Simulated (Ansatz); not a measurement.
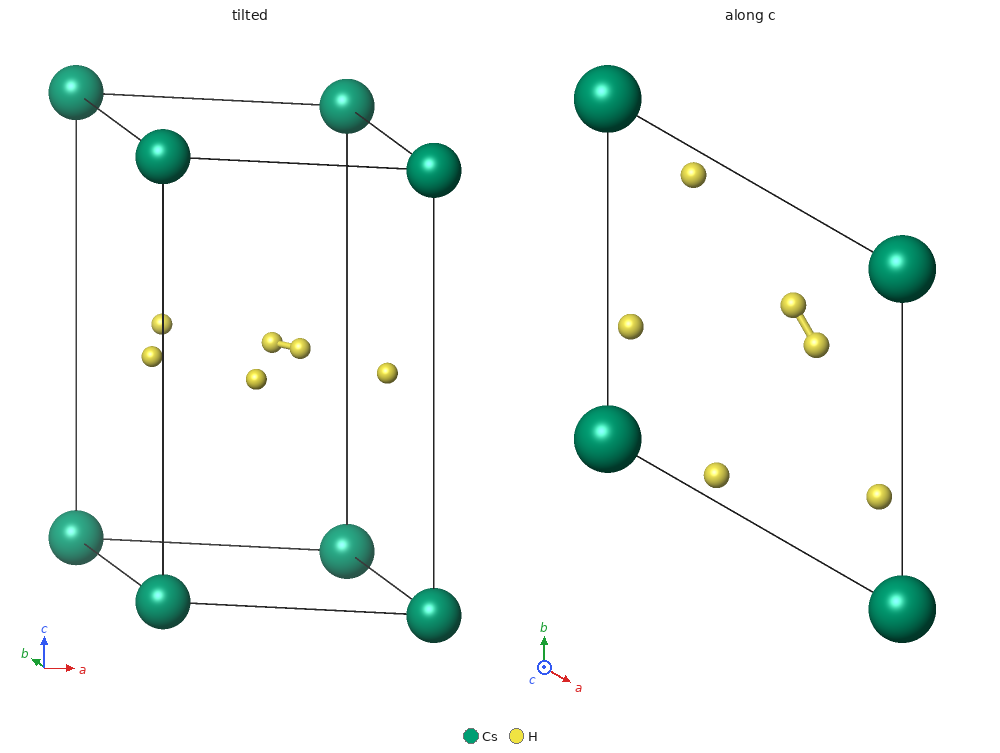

The figure gives a ball-and-stick picture of the atoms, viewed slightly off an axis and along the c axis. The outline marks the conventional unit cell. Cell: a = 5.53 Å, b = 5.53 Å, c = 9.18 Å, α = 90.00°, β = 90.00°, γ = 120.00°.

The cell started as a random cell made by a generator, so it need not be a real form of the compound. Earlier steps of the study, as a rule a relaxation of our own, may have changed the cell and positions, so they can lie some per cent off the listed ones. A calculation with Ansatz used it as input.

Question: Characterise what is shown.

Answer: The stoichiometry is CsH6. The lattice is primitive hexagonal and the space group P-62m (No. 189). It has 7 atoms to the cell (1 Cs, 6 H). H is coordinated by one H at about 0.8 Å. The bonds build separate H2 groups; Cs atoms get no bond from the drawing's distance rule.

Results below were computed with DFT PBE, scalar-relativistic, plane waves, PAW (Ansatz); the settings were wavefunction cutoff 420 eV, 12×12×4 k-mesh, Gaussian smearing of 0.1 eV, no spin polarisation.

Question: Metal or not?

Answer: A metal: bands cross the Fermi level.

Question: What are the atomic charges by Bader's partition?

Answer: Cs +0.07 e; H -0.01 e.

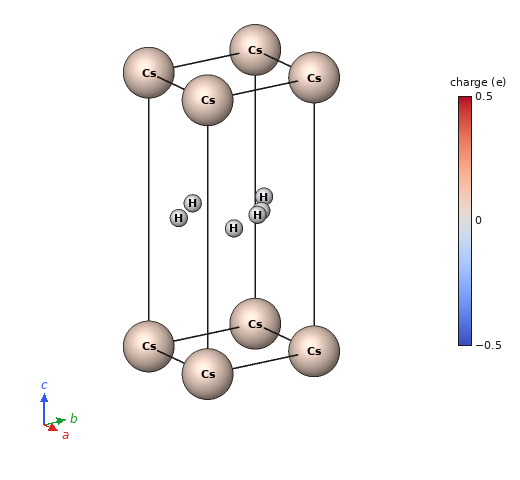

The atoms coloured by those charges. The run's cell of 7 atoms is drawn.

Question: Has the structure come to rest?

Answer: Yes. All forces vanish to within 0.01 eV/Å. The pressure is 0.0 GPa, close to zero.
